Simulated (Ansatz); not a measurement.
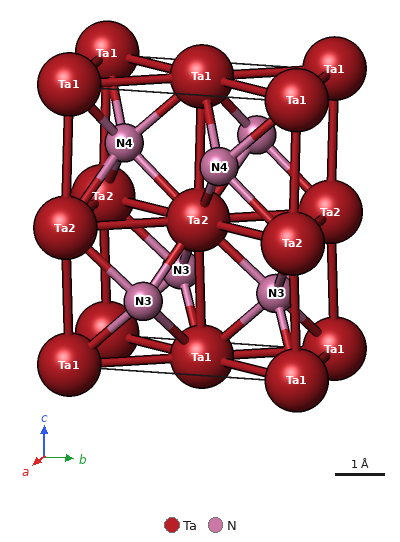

The input geometry of run 1 (ball-and-stick view of the cell 2 times as large as that of the calculation, set on its symmetry axes, seen slightly off an axis; atoms are numbered from 1 in the order of the input). An atom can appear more than once, as a periodic image. Near neighbours in the periodic cell (some may lie outside the picture): Ta has 6 N at 2.10 to 2.29 Å and 8 Ta at 2.80 to 2.97 Å; N has 6 Ta at 2.10 to 2.29 Å.

# What a change does: single-point calculation on TaN

System: TaN (4 atoms in the cell).
Method of run 1: DFT PBE, scalar-relativistic, plane waves, PAW, PAW set soft_1, no spin polarisation (Ansatz 0.2.0).

The structure derives from an entry of the Crystallography Open Database. Text and figures count atoms from 1; the logs count them from 0 in places.

The input, run 1:
```yaml
crystal:
  lattice:
    - [2.8002236898, 0.0, 0.0]
    - [-1.4001118449, 2.4250648517, 0.0]
    - [0.0, 0.0, 5.9142266377]
  atoms:
    - { symbol: Ta, position: [-0.0514244632, 0.0, 0.0] }
    - { symbol: Ta, position: [0.0514244632, 0.0, 0.5] }
    - { symbol: "N", position: [0.3333333333, 0.6666666667, 0.25] }
    - { symbol: "N", position: [0.6666666667, 0.3333333333, 0.75] }
basis:
  ecutwfc: 520.0
kpoints:
  mp_grid: { grid: [15, 15, 8] }
hamiltonian:
  xc: pbe
  pseudopotentials: { kind: paw, azcp: { folder: soft_1 } }
scf:
  occupations: { method: gaussian, width: 0.15 }
output:
  forces: true
  stress: true
  eigenvalues: true
```

Command:
```bash
ansatz run input.yaml --threads 2 --pin off --max-ram 4096MiB --backend cpu --events-out ev --progress --plain --runs-dir out
```

Hardware: 2 threads of Arm Neoverse N1, 98 GiB of memory available, shared host.

Output, shortened to warnings, some set-up lines, iterations and results (run 1):
```
Basis set: ecut = 520 eV, 1065 PW (Γ), exchange–correlation on 48×48×90 points (8 copies of the dense FFT grid, shifted against one another)
Symmetry: 4 space group operations
k-points: 320 of 1800 (time reversal used)
Initial density: superposition of atomic densities (chi_scale 0.1, normalization cell, long waves kept (reshape's long-wave potential 0.00 eV rms))
[...]
SCF iter   1: F=—  HF=-20637.589703 eV  |F-HF|=—  |Δ(HF+E_count)|=         —  Δρ=5.18e-2  dr2=8.56e-1  ethr=3.10e-3  ⟨swp⟩=5.0  Hψ=30593  notcnv=0
SCF iter   2: F=—  HF=-20637.475236 eV  |F-HF|=—  |Δ(HF+E_count)|=   1.14e-1  Δρ=2.85e-2  dr2=1.86e-1  ethr=2.38e-3  ⟨swp⟩=2.0  Hψ=11066  notcnv=0
SCF iter   3: F=—  HF=-20637.462240 eV  |F-HF|=—  |Δ(HF+E_count)|=   1.30e-2  Δρ=1.14e-2  dr2=4.19e-2  ethr=5.17e-4  ⟨swp⟩=1.0  Hψ=7040  notcnv=0
SCF iter   4: F=—  HF=-20637.456619 eV  |F-HF|=—  |Δ(HF+E_count)|=   5.62e-3  Δρ=1.91e-3  dr2=1.45e-3  ethr=1.16e-4  ⟨swp⟩=2.0  Hψ=10068  notcnv=0
SCF iter   5: F=—  HF=-20637.456589 eV  |F-HF|=—  |Δ(HF+E_count)|=   3.01e-5  Δρ=3.26e-4  dr2=3.33e-5  ethr=4.03e-6  ⟨swp⟩=2.4  Hψ=10639  notcnv=0
SCF iter   6: F=—  HF=-20637.456592 eV  |F-HF|=—  |Δ(HF+E_count)|=   2.77e-6  Δρ=5.59e-5  dr2=1.19e-6  ethr=9.25e-8  ⟨swp⟩=2.1  Hψ=9943  notcnv=0
SCF iter   7: F=-20637.456592 eV  HF=-20637.456592 eV  |F-HF|=2.12e-8  |Δ(HF+E_count)|=   2.40e-8  Δρ=1.02e-5  dr2=4.36e-8  ethr=2.78e-10  ⟨swp⟩=6.5  Hψ=32409  notcnv=0
SCF 1 converged in 7 iterations: F = -20637.456592 eV  dr2 = 4.36e-8
SCF converged after 7 iterations
Free energy (F): -20637.456592 eV
Harris-Foulkes:  -20637.456592 eV  (|F-HF|=2.12e-8)
Internal energy: -20637.445081 eV  (E = F + TS)
E sigma→0 (E₀):  -20637.450837 eV
Entropy (-TS):   -0.011510 eV (-2.878 meV/atom)
Fermi energy:    21.654107 eV
--- Per-component energies (eV) ---
  E_band       = -50.140593
  E_kinetic    = 1060.422116
  E_local      = -1076.488984  (includes V_loc(G=0)·N_el)
  E_nonlocal   = 49.224593
  E_hartree    = 395.210886
  E_xc         = -767.411863
  E_vxc        = -626.106806  (∫ρ·V_xc dr)
  E_paw        = -16866.552788  (= ΣΔE_a)
  E_vpaw       = -247.612757  (= ΣTr[D̂ρ^β])
  E_aug_tail   = 0.000036  (compensation charges beyond the density's cutoff)
  E_ewald      = -3431.849077
  E_smearing   = -0.011510  (= −TS)
  E_closure    = 0.000000  (closes the sum)
  Σ components = -20637.456592   (vs F -20637.456592, Δ=0.00e0)
--- Forces (eV/Å), atoms counted from 1 ---
  atom   1  Ta     2.30538056     0.00000000     0.00000000
  atom   2  Ta    -2.30538056     0.00000000     0.00000000
  atom   3  N      0.00000000    -0.13918023     0.00000000
  atom   4  N      0.00000000     0.13918023     0.00000000
  max |Σ_I F_I| component: 4.44e-16 eV/Å
--- Stress (GPa, compression-positive) ---
       41.938985       0.000000       0.000000
        0.000000      40.214918       0.000000
        0.000000       0.000000      20.862057
  P = ⅓ Tr σ = 34.3387 GPa (343.387 kbar)
```

The input of run 2 differs as follows (lines with − go, lines with + come):
```diff
-    - [2.8002236898, 0.0, 0.0]
-    - [-1.4001118449, 2.4250648517, 0.0]
+    - [2.9556944426, 0.0, 0.0]
+    - [-1.4778472213, 2.5597064731, 0.0]
```

How does run 2 compare with run 1?

With the same functional and potentials, run 2 lies 103.9 meV per atom lower. The pressure goes from 34.34 to −4.56 GPa. The largest force goes from 2.305 to 1.764 eV/Å. The volume per atom goes from 10.04 to 11.19 Å³. The number of SCF iterations is the same. The plane waves at Γ go from 1065 to 1221. On the same kind of shared host run 2 took about 1.4 times as long.

Output, shortened to warnings, some set-up lines, iterations and results (run 2):
```
Basis set: ecut = 520 eV, 1221 PW (Γ), exchange–correlation on 48×48×90 points (8 copies of the dense FFT grid, shifted against one another)
Symmetry: 4 space group operations
k-points: 320 of 1800 (time reversal used)
Initial density: superposition of atomic densities (chi_scale 0.1, normalization cell, long waves kept (reshape's long-wave potential 0.00 eV rms))
[...]
SCF iter   1: F=—  HF=-20637.920028 eV  |F-HF|=—  |Δ(HF+E_count)|=         —  Δρ=4.39e-2  dr2=6.33e-1  ethr=3.10e-3  ⟨swp⟩=4.8  Hψ=28942  notcnv=0
SCF iter   2: F=—  HF=-20637.869207 eV  |F-HF|=—  |Δ(HF+E_count)|=   5.08e-2  Δρ=2.63e-2  dr2=1.46e-1  ethr=1.76e-3  ⟨swp⟩=2.0  Hψ=10570  notcnv=0
SCF iter   3: F=—  HF=-20637.873873 eV  |F-HF|=—  |Δ(HF+E_count)|=   4.67e-3  Δρ=9.26e-3  dr2=3.17e-2  ethr=4.05e-4  ⟨swp⟩=1.0  Hψ=7040  notcnv=0
SCF iter   4: F=—  HF=-20637.872208 eV  |F-HF|=—  |Δ(HF+E_count)|=   1.67e-3  Δρ=1.69e-3  dr2=1.32e-3  ethr=8.82e-5  ⟨swp⟩=2.0  Hψ=9881  notcnv=0
SCF iter   5: F=—  HF=-20637.872262 eV  |F-HF|=—  |Δ(HF+E_count)|=   5.42e-5  Δρ=3.35e-4  dr2=4.43e-5  ethr=3.66e-6  ⟨swp⟩=2.5  Hψ=10425  notcnv=0
SCF iter   6: F=—  HF=-20637.872269 eV  |F-HF|=—  |Δ(HF+E_count)|=   6.65e-6  Δρ=7.88e-5  dr2=3.06e-6  ethr=1.23e-7  ⟨swp⟩=2.0  Hψ=10208  notcnv=0
SCF iter   7: F=-20637.872268 eV  HF=-20637.872268 eV  |F-HF|=2.20e-8  |Δ(HF+E_count)|=   3.02e-7  Δρ=1.00e-5  dr2=4.46e-8  ethr=2.78e-10  ⟨swp⟩=3.4  Hψ=30736  notcnv=0
SCF 1 converged in 7 iterations: F = -20637.872268 eV  dr2 = 4.46e-8
SCF converged after 7 iterations
Free energy (F): -20637.872268 eV
Harris-Foulkes:  -20637.872268 eV  (|F-HF|=2.20e-8)
Internal energy: -20637.856200 eV  (E = F + TS)
E sigma→0 (E₀):  -20637.864234 eV
Entropy (-TS):   -0.016068 eV (-4.017 meV/atom)
Fermi energy:    19.403486 eV
--- Per-component energies (eV) ---
  E_band       = -132.463232
  E_kinetic    = 1043.853847
  E_local      = -1230.368909  (includes V_loc(G=0)·N_el)
  E_nonlocal   = 47.903438
  E_hartree    = 435.669369
  E_xc         = -762.163273
  E_vxc        = -619.203894  (∫ρ·V_xc dr)
  E_paw        = -16864.978112  (= ΣΔE_a)
  E_vpaw       = -245.986075  (= ΣTr[D̂ρ^β])
  E_aug_tail   = 0.000021  (compensation charges beyond the density's cutoff)
  E_ewald      = -3307.772583
  E_smearing   = -0.016068  (= −TS)
  E_closure    = 0.000000  (closes the sum)
  Σ components = -20637.872268   (vs F -20637.872268, Δ=0.00e0)
--- Forces (eV/Å), atoms counted from 1 ---
  atom   1  Ta     1.76382125    -0.00000000     0.00000000
  atom   2  Ta    -1.76382125     0.00000000     0.00000000
  atom   3  N      0.00000000    -0.11086950     0.00000000
  atom   4  N      0.00000000     0.11086950     0.00000000
  max |Σ_I F_I| component: 4.16e-17 eV/Å
--- Stress (GPa, compression-positive) ---
       -6.486342       0.000000      -0.000000
        0.000000      -8.244548       0.000000
       -0.000000       0.000000       1.061122
  P = ⅓ Tr σ = -4.5566 GPa (-45.566 kbar)
```

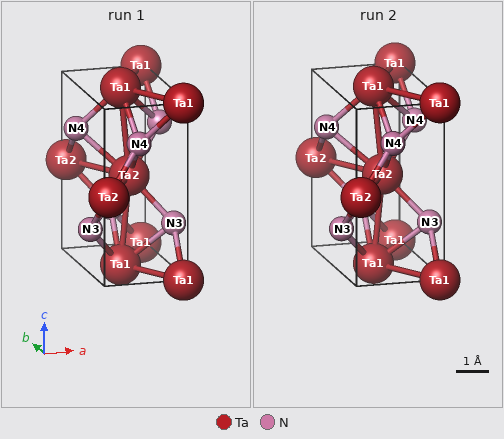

The two input geometries at one scale (ball-and-stick view of the cell 2 times as large as that of the calculation, set on its symmetry axes, seen slightly off an axis). The atoms keep their places relative to the cell (all moves are under 0.005 Å). The drawn cell changes as follows: a 2.800 → 2.956 Å (+5.6 %), b 4.850 → 5.119 Å (+5.6 %), c stays at 5.914 Å; the volume changes by +11.4 %. Among the contacts that change: Ta1–Ta1 2.800 → 2.956 Å, Ta1–N3 2.286 → 2.360 Å.

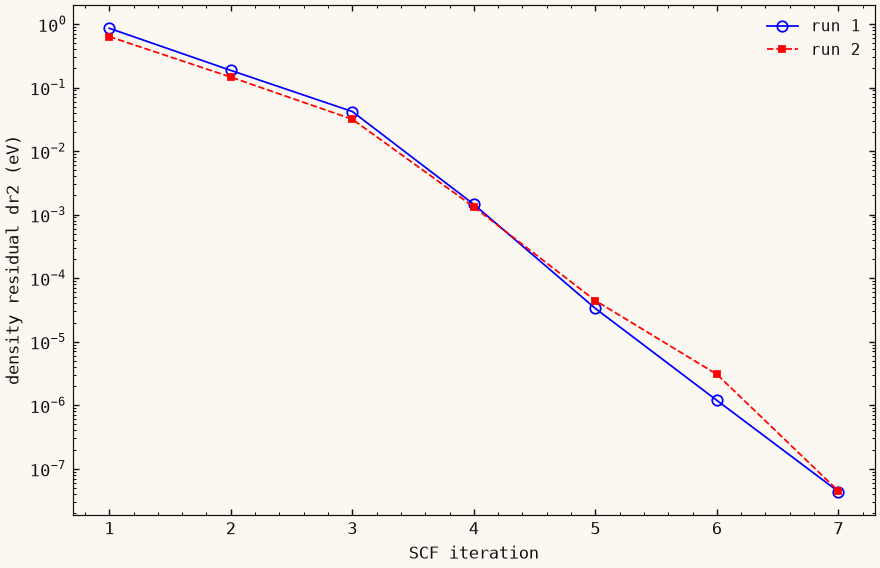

Convergence of the two runs: density residual dr2 against the SCF iteration. Run 1 takes 7 iterations in all, and run 2 takes 7.

The two runs side by side:

```tsv
quantity	run 1	run 2
outcome	converged	converged
free energy per atom (eV)	−5159.3641	−5159.4681
energy per atom, smearing taken to zero (eV)	−5159.3627	−5159.4661
gap on the mesh (eV)	0.00	0.00
pressure (GPa)	34.34	−4.56
volume per atom (Å³)	10.04	11.19
largest force (eV/Å)	2.305	1.764
SCF iterations	7	7
irreducible k-points	320	320
plane waves at Γ	1065	1221
wall time (shared host)	29 s	41 s
```

For both runs: Spin–orbit coupling is left out, which matters for Ta.
